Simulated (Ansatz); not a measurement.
TiO

Input file:

```
crystal:
  lattice:
    - [4.989087772, 0.0, 0.0]
    - [-2.494543886, 4.3206767523, 0.0]
    - [0.0, 0.0, 2.87331344]
  atoms:
    - { symbol: Ti, position: [0.6666666667, 0.3333333333, 0.5] }
    - { symbol: Ti, position: [0.3333333333, 0.6666666667, 0.5] }
    - { symbol: Ti, position: [0.0, 0.0, 0.0] }
    - { symbol: O, position: [0.60555924, 0.60555924, 0.0] }
    - { symbol: O, position: [0.39444076, 0.0, 0.0] }
    - { symbol: O, position: [0.0, 0.39444076, 0.0] }
basis:
  ecutwfc: 420
kpoints:
  mp_grid: { grid: [12, 12, 14] }
hamiltonian:
  xc: pbesol
scf:
  occupations: { method: gaussian, width: 0.1 }
output:
  forces: true
  stress: true
  eigenvalues: true
  write_density: true
  write_potential: true
  elf: true
  volumetric_format: npy
```

Command:

```sh
ansatz run input.yaml --threads 1 --pin off --max-ram 2560MiB --backend cpu --events-out ev --progress --plain --runs-dir out
```

Below, planes, directions and counts refer to the conventional cell (a = 4.99 Å, b = 4.99 Å, c = 2.87 Å, α = 90.00°, β = 90.00°, γ = 120.00°).

Space group P-62m; a structure from a database of computed crystals, not necessarily the ambient phase; computed pressure about −6 GPa in this cell; computed without spin polarisation.

The calculation used DFT PBEsol, scalar-relativistic, plane waves, PAW (Ansatz 0.2.0).

In a PAW calculation such maps are meaningful between the atoms, not at the nuclei.

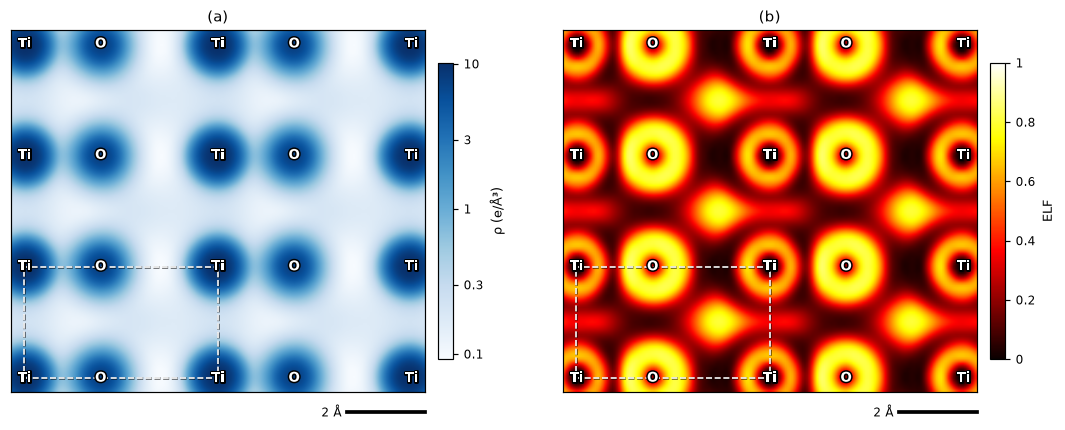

Figure 1. (a) valence electron density; (b) ELF on the (010) plane of the conventional cell.

What do the fields say about this system?

Answer.
- The plane passes through Ti and O nuclei.
- Ti–O (1.97 Å): ρ at the midpoint is about 0.69 e/Å³; the ELF peaks at about 0.85 in the valence shell of O, 0.6 Å from its nucleus, and is about 0.20 at the midpoint: no localised pair shows between them.
- Ti–Ti (2.87 Å): the density is about 0.22 e/Å³ at the midpoint; the ELF is about 0.35 at the midpoint.
- Between the atoms the lowest density in this plane is 0.09 e/Å³.
- The ELF has a maximum of about 0.80 in the space between the atoms, 1.9 Å from four Ti atoms, on no atom or two-centre bond.
- The features right at Ti lie inside the PAW spheres, where the map follows smoothed inner orbitals and isn't to be read closely.

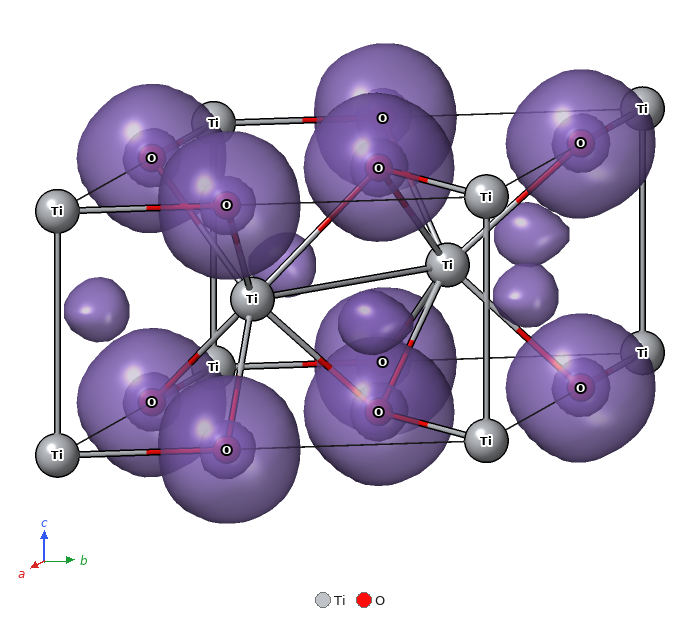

Figure 2. Isosurface of the ELF at 0.65 (purple), seen slightly off an axis. Only the valence region is drawn (cores and ρ < 0.01 e/Å³ removed). Sticks mark near contacts.

Describe the localisation domains.

Answer. At this value the surface marks out three regions wrapped around O (the valence shell of each) and three pockets between the atoms, centred on no nucleus (multi-centre or interstitial), counted in one cell of 6 atoms. Any copies at cell faces, edges or corners count once.

Does the calculation make it a metal, or give it a gap?

Answer. It is metallic or semimetallic at this level of theory: no gap opens; semilocal functionals without U, or without the true magnetic order, often close the gap of such compounds.
